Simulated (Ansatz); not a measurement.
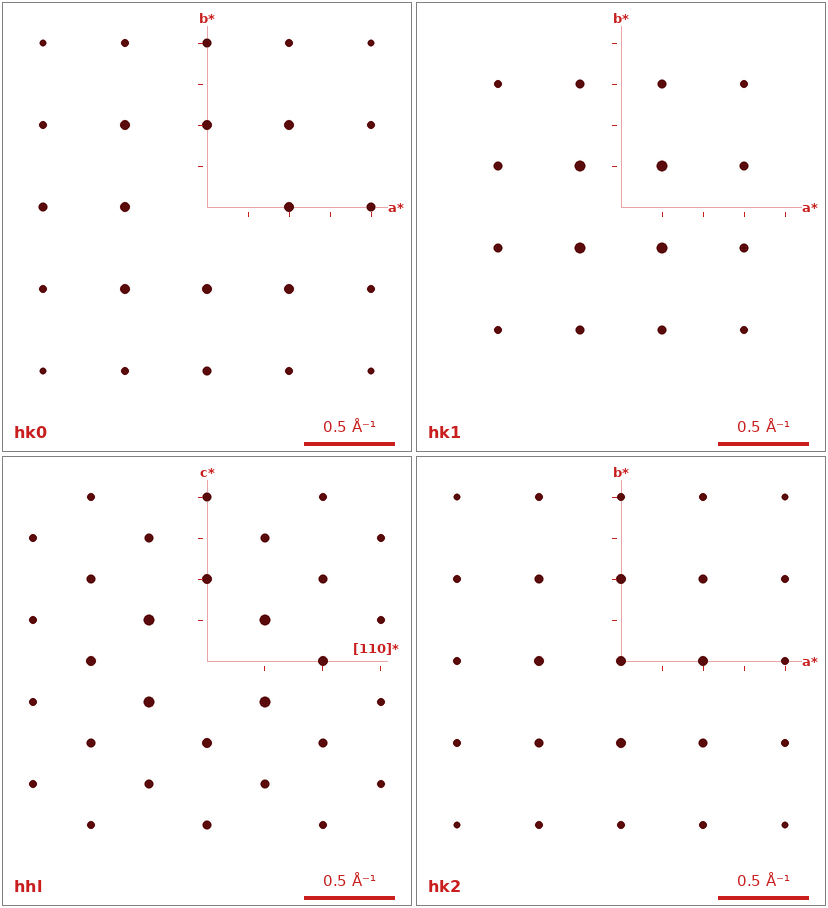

Simulated precession-type sections (X-rays; kinematic intensities, B = 0.5 Å²). The ticks mark integer indices of the conventional cell.

### What cell do the layers give?

a* = 0.228, b* = 0.228, c* = 0.228 Å⁻¹; the cell is cubic with a = 4.38 Å.

### Which reflection conditions do the layers show?

Reflections are present only under these conditions. hkl: h + k = 2n, h + l = 2n; hk0: h = 2n, k = 2n; hhl: h + l = 2n; h00: h = 2n. The lattice is face-centred (F).

### Which space groups fit?

The intensities have Laue symmetry m-3m (the hk0 layer shows 4mm, hk1 shows 4mm). With these conditions the candidates are F432 (No. 209), F-43m (No. 216), Fm-3m (No. 225). Diffraction geometry alone does not choose among them; the structure has Fm-3m. The compound is Se. Structure: the geometry relaxed with DFT, RPBE, plane waves (420 eV) with PAW, scalar-relativistic (Ansatz 0.2.0); the starting structure was generated, so it need not be a known form of this composition.
